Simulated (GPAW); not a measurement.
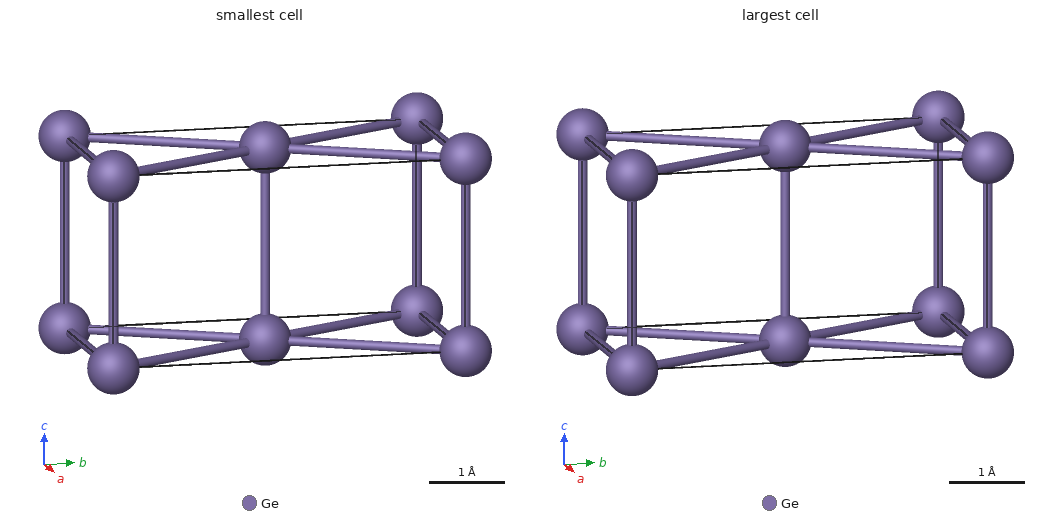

Ge, space group Cmmm (No. 65), relaxed (cell and atoms, zero pressure) with five choices of dispersion term on top of PBEsol; the smallest and the largest of the relaxed conventional cells are drawn to one scale (sticks follow a distance rule). The start was a structure listed in the Materials Project. This isn't the form of Ge at room conditions, which is diamond.

Alike in all runs: GPAW 26.7.0; functional PBEsol; potentials PAW data sets generated in the run's folder for this functional; cutoff 600 eV; k mesh 11 × 11 × 10 on the run's cell of 1 atom; occupations fermi-dirac, width 0.05 eV; no spin polarisation; no spin-orbit coupling. All runs are metallic.

```tsv
level	volume (Å³/atom)	a (Å)	b (Å)	c (Å)
D3(BJ)	17.68	2.753	4.873	2.636
D4	17.92	2.769	4.887	2.649
D3	18.12	2.781	4.891	2.664
D3(BJ)-ATM	17.75	2.757	4.878	2.640
none	?	?	?	?
```

**What does none give?**

Volume 18.36 Å³/atom; a 2.793 Å; b 4.921 Å; c 2.671 Å. That is the largest volume of all.

**Order the levels by the relaxed volume, smallest first.**

D3(BJ) (17.68 Å³/atom), D3(BJ)-ATM (17.75 Å³/atom), D4 (17.92 Å³/atom), D3 (18.12 Å³/atom), none (18.36 Å³/atom). Rows within a few tenths of a per cent can't be told apart.

Caveat: later steps reuse the first step's grids; pairwise dispersion terms can overbind metals strongly.
